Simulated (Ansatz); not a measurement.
MoS2: geometry relaxation (part 2 of 2)

Continued. System: MoS2 (P6₃/mmc, 6 atoms in the cell). Method: DFT PBE, scalar-relativistic, plane waves, PAW, no spin polarisation (Ansatz 0.2.0); cutoff 420 eV, 12×12×2 k-mesh, Gaussian smearing of 0.02 eV. The structure derives from a Materials Project entry. It belongs to a series of runs on one base structure; here: biaxial strain in the a-b plane, c and atoms relaxed: +2.0 %.

Geometry of the input (Å; fractional positions):
```
3.2488  0.0000  0.0000
-1.6244  2.8135  0.0000
0.0000  0.0000  14.6303
Mo 0.6667  0.3333  0.2500
Mo 0.3333  0.6667  0.7500
S  0.6667  0.3333  0.6445
S  0.3333  0.6667  0.3555
S  0.6667  0.3333  0.8555
S  0.3333  0.6667  0.1445
```

### What the program printed, continued
```
relax step   6: F+E_penalty+E_count = -13525.57206516 eV  Δ(F+E_penalty+E_count) = +3.261e-5 eV  max|allowed force component| = 2.223e-4 eV/Å  Δτ_max = 0.0056 Å  P = -2.773 GPa  Ω = 133.367 Å³  energy of the carried Pulay correction = +3.105e-5 eV  fix = [a, b, gamma]  reactions: a -4.159, b -4.159 GPa  (9 SCF iters, accepted)
Initial wavefunctions: pseudopotential atomic-orbital guess (no wavefunctions were taken with the density)
iter 1 solved again at ethr=1.07e-7 eV; its pass at ethr=3.10e-3 eV (dr2=5.58e-5 eV) is discarded
SCF iter   1: F=—  HF=-13525.572175 eV  |F-HF|=—  |Δ(HF+E_count)|=         —  Δρ=4.21e-6  dr2=3.79e-9  ethr=1.07e-7  ⟨swp⟩=4.0  Hψ=9869  notcnv=0
eigensolver tolerance schedule: the retry pair's looser diagonalisation over-reported the residual by 14728.74 of it (diagonalisation noise at 1.04 of the residual, at the tolerance the schedule requests for it); recorded, not acted on — ethr = c·dr2/N_el stays at c = 1.0e-1
preconditioner: auto → Resta (q_TF=auto, 2.332 Å⁻¹)  ε∞=7.6  [insulator: Δε(μ)=0.994 eV  Ē_g=7.501 eV  σ=0.020 eV  W_gap=1.00  n_scr=28 (ndim 8)  ℏωp=19.3 eV  f_vac=0.180  D(μ)=0.00/eV (n_scr^D=0)  ε∞_Penn≈7.6]
SCF iter   2: F=—  HF=-13525.572031 eV  |F-HF|=—  |Δ(HF+E_count)|=   1.44e-4  Δρ=2.07e-6  dr2=8.65e-10  ethr=7.28e-12  ⟨swp⟩=3.3  Hψ=3222  notcnv=0
SCF iter   3: F=—  HF=-13525.572031 eV  |F-HF|=—  |Δ(HF+E_count)|=  6.29e-10  Δρ=6.15e-7  dr2=7.87e-11  ethr=1.66e-12  ⟨swp⟩=2.9  Hψ=2192  notcnv=0
SCF iter   4: F=—  HF=-13525.572031 eV  |F-HF|=—  |Δ(HF+E_count)|=  9.09e-11  Δρ=1.32e-7  dr2=4.60e-11  ethr=1.00e-12  ⟨swp⟩=1.4  Hψ=1248  notcnv=0
SCF iter   5: F=-13525.572031 eV  HF=-13525.572031 eV  |F-HF|=5.46e-12  |Δ(HF+E_count)|=  5.46e-12  Δρ=4.31e-8  dr2=1.02e-12  ethr=1.00e-12  ⟨swp⟩=5.0  Hψ=5993  notcnv=0
SCF 7 converged in 5 iterations: F = -13525.572031 eV  dr2 = 1.02e-12
relax step   7: F+E_penalty+E_count = -13525.57203076 eV  Δ(F+E_penalty+E_count) = +3.440e-5 eV  max|allowed force component| = 2.186e-4 eV/Å  Δτ_max = 0.0000 Å  P = -2.773 GPa  Ω = 133.367 Å³  fix = [a, b, gamma]  reactions: a -4.159, b -4.159 GPa  stress off target by 1.07e-3 GPa on what of the cell is left free  SCF on the basis re-selected at this cell (its energy is not comparable with the rows above)  (5 SCF iters)
```

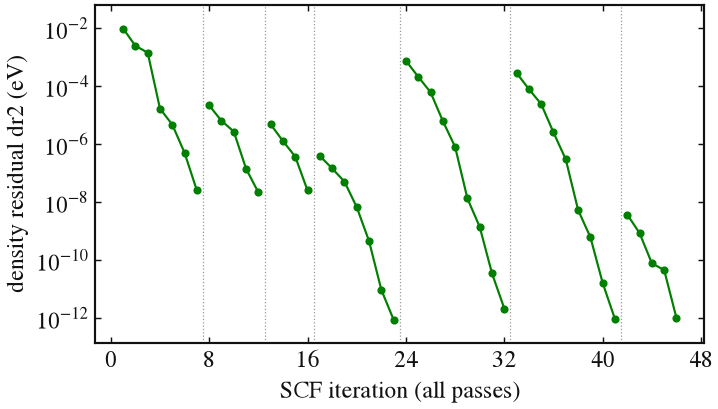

Convergence of the self-consistent field: density residual dr2 against the SCF iteration. The dotted lines part the SCF passes of the relaxation: geometry steps, rejected trials and re-solves on a re-selected basis. The 7 passes take 4 to 9 iterations each, 46 in all.

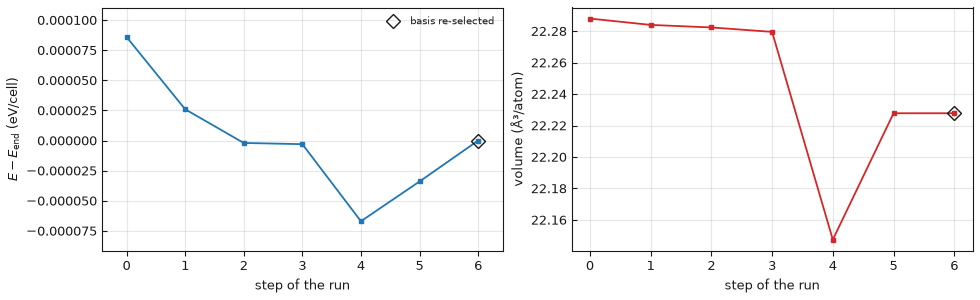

Progress of the relaxation, step by step (the first geometry is step 0 here and step 1 in the log). Over 5 geometry steps the energy falls by 0.1 meV per cell of the calculation. The largest force component goes from 0.028 to 0.00022 eV/Å. The pressure goes from −2.88 to −2.77 GPa. The atoms keep their places relative to the cell (all moves are under 0.005 Å). A last SCF at the same geometry on a re-selected plane-wave basis shifts the energy by +0.0 meV per cell of the calculation.

```
basis re-selected at this cell: Δ(F+E_penalty+E_count) = +3.440e-5 eV, ΔP = +0.000 GPa vs the last step (what re-selecting the basis moved, of the pressure what is left beyond the Pulay correction that the steps carried, after the strain that the cell walked since its last selection, with what the two solves' SCF thresholds leave and, on support functions, any second-order correction that the steps lacked; it is no measure of the basis error at this ecutwfc). This SCF's stress stands 1.07e-3 GPa from its target on what of the cell is left free (relax.cell.stress_tol is 1.50e-2 GPa) and its largest allowed force component is 2.19e-4 eV/Å (relax.f_tol is 8.00e-3 eV/Å): within both
SCF converged after 5 iterations
Free energy (F): -13525.572031 eV
Harris-Foulkes:  -13525.572031 eV  (|F-HF|=5.46e-12)
Internal energy: -13525.572031 eV  (E = F + TS)
E sigma→0 (E₀):  -13525.572031 eV
Fermi energy:    7.968073 eV
--- Per-component energies (eV) ---
  E_band       = -474.671984
  E_kinetic    = 1305.703000
  E_local      = -5652.631528  (includes V_loc(G=0)·N_el)
  E_nonlocal   = 397.966882
  E_hartree    = 2293.554494
  E_xc         = -754.483787
  E_vxc        = -806.540075  (∫ρ·V_xc dr)
  E_paw        = -8802.732042  (= ΣΔE_a)
  E_vpaw       = -306.279384  (= ΣTr[D̂ρ^β])
  E_aug_tail   = 0.000094  (compensation charges beyond the density's cutoff)
  E_ewald      = -2312.949143
  E_smearing   = -0.000000  (= −TS)
  E_closure    = -0.000000  (closes the sum)
  Σ components = -13525.572031   (vs F -13525.572031, Δ=0.00e0)
--- Forces (eV/Å), atoms counted from 1 ---
  atom   1  Mo    -0.00000000    -0.00000000     0.00000000
  atom   2  Mo     0.00000000     0.00000000    -0.00000000
  atom   3  S      0.00000000     0.00000000     0.00021860
  atom   4  S     -0.00000000    -0.00000000    -0.00021860
  atom   5  S      0.00000000     0.00000000    -0.00021860
  atom   6  S     -0.00000000    -0.00000000     0.00021860
  max |Σ_I F_I| component: 2.08e-17 eV/Å
--- Stress (GPa, compression-positive) ---
       -4.159371      -0.000000      -0.000000
       -0.000000      -4.159371       0.000000
       -0.000000       0.000000      -0.001067
  P = ⅓ Tr σ = -2.7733 GPa (-27.733 kbar)
--- Band table (eV; the first three rows and the last of 38) ---
  k-point 0: bands = ["-53.8705", "-53.8705", "-27.9653", "-27.9653", "-27.8301", "-27.8301", "-27.8301", "-27.8301", "-6.8681", "-6.8456", "-5.5447", "-5.5030", "1.5379", "1.7280", "4.3419", "4.3419", "4.3427", "4.3427", "5.2099", "5.4261", "5.4261", "5.4289", "5.4289", "5.8466", "7.0785", "7.4715", "9.6693", "9.6693", "9.6714", "9.6714", "9.9596", "9.9596"]
  k-point 1: bands = ["-53.8705", "-53.8705", "-27.9653", "-27.9653", "-27.8301", "-27.8301", "-27.8301", "-27.8301", "-6.8570", "-6.8570", "-5.5237", "-5.5237", "1.6292", "1.6292", "4.3423", "4.3423", "4.3423", "4.3423", "5.4275", "5.4275", "5.4275", "5.4275", "5.4966", "5.4966", "7.3108", "7.3108", "9.6703", "9.6703", "9.6703", "9.6703", "9.9662", "9.9662"]
  k-point 2: bands = ["-53.8686", "-53.8686", "-27.9613", "-27.9613", "-27.8508", "-27.8508", "-27.8348", "-27.8348", "-6.7743", "-6.7521", "-5.5077", "-5.4675", "1.6452", "1.8342", "4.1320", "4.1335", "4.4406", "4.4418", "4.7490", "4.9734", "5.2760", "5.2792", "5.7661", "6.1442", "7.0367", "7.3562", "9.5374", "9.5677", "9.6917", "9.7945", "9.8402", "9.8461"]
  k-point 37: bands = ["-53.8385", "-53.8385", "-28.0588", "-28.0588", "-28.0214", "-28.0214", "-27.8978", "-27.8978", "-4.9547", "-4.9547", "-4.7605", "-4.7605", "1.8539", "1.8539", "2.6417", "2.6417", "3.1290", "3.1290", "3.5309", "3.5309", "4.3279", "4.3279", "5.0762", "5.0762", "6.9978", "6.9978", "8.4655", "8.4655", "10.2150", "10.2150", "10.4348", "10.4348"]
--- Relaxed structure (6 steps of the walk, 6 accepted, 1 SCFs on fresh bases) ---
  F+E_penalty+E_count = -13525.57203076 eV   max|allowed force component| = 2.186e-4 eV/Å   (the final SCF, on the basis selected at the relaxed cell)
  cell:  # Å, volume = 133.3668 Å³
    - [3.248770143541906, 2.8867592364972325e-11, -1.3112288531119086e-32]
    - [-1.624385071795953, 2.813517475349274, 1.566886072663591e-32]
    - [-5.904906136219446e-32, 4.738618299050131e-32, 14.59079878359804]
  atoms:
    - { symbol: Mo, position: [0.6666666666666665, 0.3333333333333333, 0.25] }
    - { symbol: Mo, position: [0.3333333333333333, 0.6666666666666666, 0.75] }
    - { symbol: S, position: [0.6666666666666665, 0.3333333333333333, 0.644298271274411] }
    - { symbol: S, position: [0.3333333333333333, 0.6666666666666666, 0.35570172872558903] }
    - { symbol: S, position: [0.6666666666666665, 0.3333333333333333, 0.8557017287255891] }
    - { symbol: S, position: [0.3333333333333333, 0.6666666666666666, 0.14429827127441106] }
```

### Trajectory as extended XYZ (Å, eV, eV/Å), 7 frames, from step=1 to step=7
```
6
Lattice="3.2488 0.0000 0.0000 -1.6244 2.8135 0.0000 0.0000 0.0000 14.6303" Properties=species:S:1:pos:R:3:forces:R:3 step=1 energy=-13525.57194 pressure_GPa=-2.88
Mo    1.6244    0.9378    3.6576    0.0000   0.0000   0.0000
Mo    0.0000    1.8757   10.9727    0.0000   0.0000   0.0000
S     1.6244    0.9378    9.4289    0.0000   0.0000   0.0276
S     0.0000    1.8757    5.2014    0.0000   0.0000  -0.0276
S     1.6244    0.9378   12.5165    0.0000   0.0000  -0.0276
S     0.0000    1.8757    2.1138    0.0000   0.0000   0.0276
6
Lattice="3.2488 0.0000 0.0000 -1.6244 2.8135 0.0000 0.0000 0.0000 14.6277" Properties=species:S:1:pos:R:3:forces:R:3 step=2 energy=-13525.57200 pressure_GPa=-2.70
Mo    1.6244    0.9378    3.6569    0.0000   0.0000   0.0000
Mo    0.0000    1.8757   10.9707    0.0000   0.0000   0.0000
S     1.6244    0.9378    9.4293    0.0000   0.0000  -0.0156
S     0.0000    1.8757    5.1983    0.0000   0.0000   0.0156
S     1.6244    0.9378   12.5122    0.0000   0.0000   0.0156
S     0.0000    1.8757    2.1155    0.0000   0.0000  -0.0156
6
Lattice="3.2488 0.0000 0.0000 -1.6244 2.8135 0.0000 0.0000 0.0000 14.6266" Properties=species:S:1:pos:R:3:forces:R:3 step=3 energy=-13525.57203 pressure_GPa=-2.77
Mo    1.6244    0.9378    3.6566    0.0000   0.0000   0.0000
Mo    0.0000    1.8757   10.9700    0.0000   0.0000   0.0000
S     1.6244    0.9378    9.4277    0.0000   0.0000   0.0000
S     0.0000    1.8757    5.1989    0.0000   0.0000   0.0000
S     1.6244    0.9378   12.5122    0.0000   0.0000   0.0000
S     0.0000    1.8757    2.1144    0.0000   0.0000   0.0000
6
Lattice="3.2488 0.0000 0.0000 -1.6244 2.8135 0.0000 0.0000 0.0000 14.6248" Properties=species:S:1:pos:R:3:forces:R:3 step=4 energy=-13525.57203 pressure_GPa=-2.77
Mo    1.6244    0.9378    3.6562    0.0000   0.0000   0.0000
Mo    0.0000    1.8757   10.9686    0.0000   0.0000   0.0000
S     1.6244    0.9378    9.4263    0.0000   0.0000   0.0001
S     0.0000    1.8757    5.1985    0.0000   0.0000  -0.0001
S     1.6244    0.9378   12.5108    0.0000   0.0000  -0.0001
S     0.0000    1.8757    2.1139    0.0000   0.0000   0.0001
6
Lattice="3.2488 0.0000 0.0000 -1.6244 2.8135 0.0000 0.0000 0.0000 14.5380" Properties=species:S:1:pos:R:3:forces:R:3 step=5 energy=-13525.57210 pressure_GPa=-2.78
Mo    1.6244    0.9378    3.6345    0.0000   0.0000   0.0000
Mo    0.0000    1.8757   10.9035    0.0000   0.0000   0.0000
S     1.6244    0.9378    9.3613    0.0000   0.0000  -0.0002
S     0.0000    1.8757    5.1767    0.0000   0.0000   0.0002
S     1.6244    0.9378   12.4458    0.0000   0.0000   0.0002
S     0.0000    1.8757    2.0923    0.0000   0.0000  -0.0002
6
Lattice="3.2488 0.0000 0.0000 -1.6244 2.8135 0.0000 0.0000 0.0000 14.5908" Properties=species:S:1:pos:R:3:forces:R:3 step=6 energy=-13525.57207 pressure_GPa=-2.77
Mo    1.6244    0.9378    3.6477    0.0000   0.0000   0.0000
Mo    0.0000    1.8757   10.9431    0.0000   0.0000   0.0000
S     1.6244    0.9378    9.4008    0.0000   0.0000   0.0002
S     0.0000    1.8757    5.1900    0.0000   0.0000  -0.0002
S     1.6244    0.9378   12.4854    0.0000   0.0000  -0.0002
S     0.0000    1.8757    2.1054    0.0000   0.0000   0.0002
6
Lattice="3.2488 0.0000 0.0000 -1.6244 2.8135 0.0000 0.0000 0.0000 14.5908" Properties=species:S:1:pos:R:3:forces:R:3 step=7 energy=-13525.57203 pressure_GPa=-2.77
Mo    1.6244    0.9378    3.6477    0.0000   0.0000   0.0000
Mo    0.0000    1.8757   10.9431    0.0000   0.0000   0.0000
S     1.6244    0.9378    9.4008    0.0000   0.0000   0.0002
S     0.0000    1.8757    5.1900    0.0000   0.0000  -0.0002
S     1.6244    0.9378   12.4854    0.0000   0.0000  -0.0002
S     0.0000    1.8757    2.1054    0.0000   0.0000   0.0002
```

### Summary

```json
{"quantity": "outcome", "value": "converged"}
{"quantity": "space group (tolerance 0.01 Å)", "value": "P6₃/mmc (194)"}
{"quantity": "electrons treated", "value": "52"}
{"quantity": "free energy", "value": "−13525.5720 eV"}
{"quantity": "Fermi energy", "value": "7.968 eV"}
{"quantity": "gap on the k-point mesh", "value": "0.99 eV"}
{"quantity": "pressure", "value": "−2.77 GPa"}
{"quantity": "final volume", "value": "133.37 Å³"}
{"quantity": "largest force (length of the vector) at the end", "value": "under 0.001 eV/Å"}
{"quantity": "final cell", "value": "a = 3.249 Å, b = 3.249 Å, c = 14.591 Å, α = 90.00°, β = 90.00°, γ = 120.00°"}
{"quantity": "hardware", "value": "1 thread of Intel Xeon @ 2.50GHz (Skylake/Cascade Lake), 192 GiB of memory available, shared host"}
{"quantity": "wall time", "value": "91 s"}
{"quantity": "peak memory", "value": "0.52 GiB"}
```
